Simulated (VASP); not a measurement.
Crystal: CsBr, a cell listed in the Materials Project, as set up for an electronic-structure calculation.

```cif
data_structure
_symmetry_space_group_name_H-M 'Pm-3m'
_symmetry_Int_Tables_number 221
_cell_length_a 4.3256
_cell_length_b 4.3256
_cell_length_c 4.3256
_cell_angle_alpha 90.000
_cell_angle_beta 90.000
_cell_angle_gamma 90.000
_cell_volume 80.94
loop_
_atom_site_label
_atom_site_type_symbol
_atom_site_symmetry_multiplicity
_atom_site_Wyckoff_symbol
_atom_site_fract_x
_atom_site_fract_y
_atom_site_fract_z
_atom_site_occupancy
Cs1 Cs 1 a 0.00000 0.00000 0.00000 1
Br1 Br 1 b 0.50000 0.50000 0.50000 1
```

Q: What does its first Brillouin zone look like, and which path through it is standard?

A: It has a simple cubic lattice (cP; extended symbol cP2). The zone is a cube: 6 faces (6 with 4 edges), 12 edges, 8 vertices. Path: Γ–X–M–Γ–R–X | R–M.

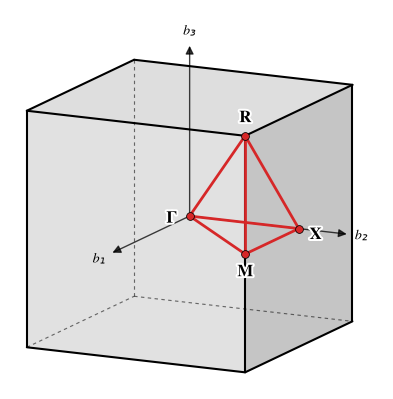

Labels and path follow the convention of Hinuma et al. (2017), as computed by seekpath; the arrows show the directions of the reciprocal primitive vectors b₁, b₂, b₃, in which coordinates are given; lengths include the factor 2π.

```csv
point,k₁,k₂,k₃,length of k (1/Å)
Γ,0,0,0,0.000
R,1/2,1/2,1/2,1.258
M,1/2,1/2,0,1.027
X,0,1/2,0,0.726
```
